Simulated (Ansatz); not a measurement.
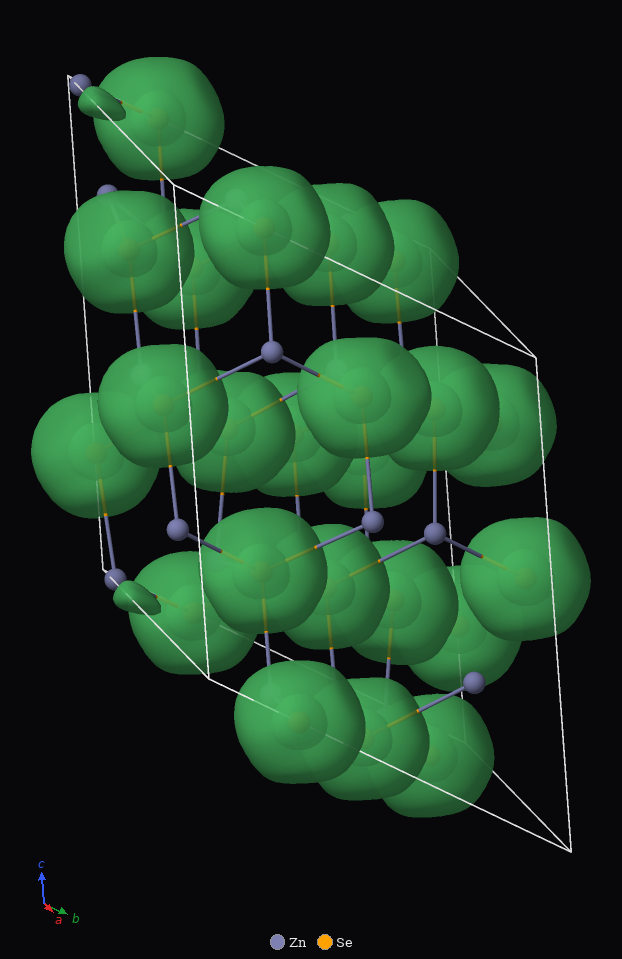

Figure 1: Zn₁₆Se₁₅ (cell with a defect). Isosurface of the ELF at 0.65 (green), seen slightly off an axis. Only the valence region is drawn (cores and ρ < 0.01 e/Å³ removed). Sticks mark near contacts.

The program warned that a starting moment wasn't kept; spin-polarised, but the moments vanished.

Method: DFT PBEsol, scalar-relativistic, plane waves, PAW (Ansatz).

Core electrons are frozen (PAW), and the valence fields are smoothed inside the atomic spheres.

What do the ELF domains correspond to?

The surface consists of 15 regions wrapped around Se (the valence shell of each) and one pocket between the atoms, centred on no nucleus (multi-centre or interstitial), counted in one cell of 31 atoms. Any copies at cell faces, edges or corners count once.

Values along the shortest contacts:
Zn–Se (2.39 Å): the ELF is about 0.60 at the midpoint. Zn–Se (2.44 Å): the ELF is about 0.60 at the midpoint.
